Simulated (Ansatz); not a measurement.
## Electronic structure of Hf4C in real space

Input

```
crystal:
  lattice:
    - [-3.0702345635, 3.0702345635, 2.67834548]
    - [3.0702345635, -3.0702345635, 2.67834548]
    - [3.0702345635, 3.0702345635, -2.67834548]
  atoms:
    - { symbol: Hf, position: [0.3257565769, 0.1578845111, 0.483641088] }
    - { symbol: Hf, position: [0.1578845111, 0.6742434231, 0.8321279341] }
    - { symbol: Hf, position: [0.6742434231, 0.8421154889, 0.516358912] }
    - { symbol: Hf, position: [0.8421154889, 0.3257565769, 0.1678720659] }
    - { symbol: C, position: [0.0, 0.0, 0.0] }
basis:
  ecutwfc: 420
kpoints:
  mp_grid: { grid: [10, 10, 10] }
hamiltonian:
  xc: pbe
scf:
  occupations: { method: gaussian, width: 0.1 }
output:
  forces: true
  stress: true
  eigenvalues: true
  write_density: true
  write_potential: true
  elf: true
  volumetric_format: npy
relax:
  adjacent_minimum: "off"
  f_tol: 0.01
  max_steps: 80
  cell: { stress_tol: 0.05 }
```

Launched as:

```sh
ansatz run input.yaml --threads 1 --pin off --max-ram 2560MiB --backend cpu --events-out ev --progress --plain --runs-dir out
```

Below, planes, directions and counts refer to the conventional cell (a = 6.14 Å, b = 6.14 Å, c = 5.35 Å, α = 90.00°, β = 90.00°, γ = 90.00°).

Space group I4/m; a structure generated by program, which may or may not match a known phase.

The calculation used Ansatz, DFT PBE, scalar-relativistic, plane waves, PAW.

The density is the valence pseudo-density of a PAW calculation; it isn't the true density close to the nuclei.

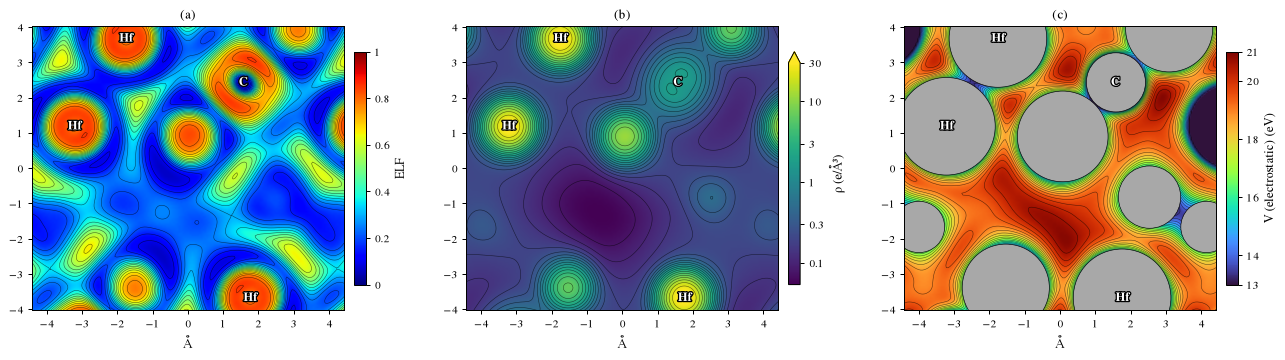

Figure 1. (a) ELF; (b) valence electron density; (c) electrostatic potential energy of an electron on the (111) plane of the conventional cell. Grey discs cover the atomic cores in the potential map.

### What do the fields say about this system?

- The plane passes through Hf and C nuclei.
- Atoms just off the plane (Hf, 0.5 Å away) can leave unmarked features too.
- Hf–Hf (2.89 Å): ρ is about 0.22 e/Å³ halfway; the ELF is about 0.15 at the midpoint: no shared electron pair shows on this line.
- Between the atoms the lowest density in this plane is 0.05 e/Å³.
- The features right at Hf lie inside the PAW spheres, where the map follows smoothed inner orbitals and isn't to be read closely.
- Outside the cores the potential energy rises away from the atoms and is highest about 1.4 Å from the nearest atoms; its zero is arbitrary.

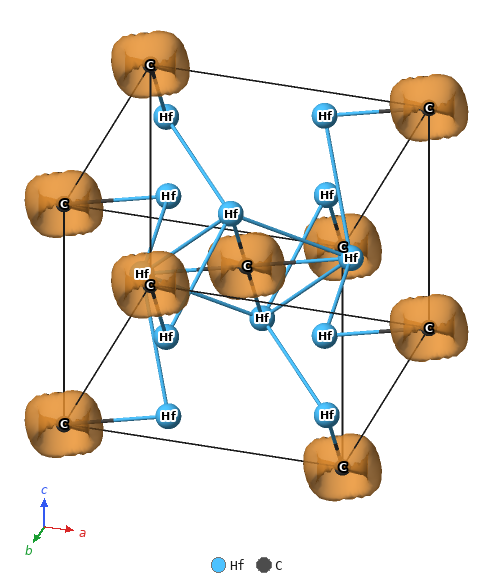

Figure 2. Isosurface of the electron localisation function at 0.8 (orange), seen at an oblique angle. Only the valence region is drawn (cores and ρ < 0.01 e/Å³ removed). Sticks mark near contacts.

### Where are the electrons localised?

The surface consists of two regions wrapped around C (the valence shell of each), counted in one cell of 10 atoms. Regions shared between cells count once. Profiles from the grid: Hf–C (2.22 Å): the ELF peaks at about 0.85 in the valence shell of C, 0.7 Å from its nucleus, and is about 0.30 at the midpoint: no localised pair shows between them.

### Metal or insulator at this level of theory?

It is metallic or semimetallic at this level of theory: no gap opens.
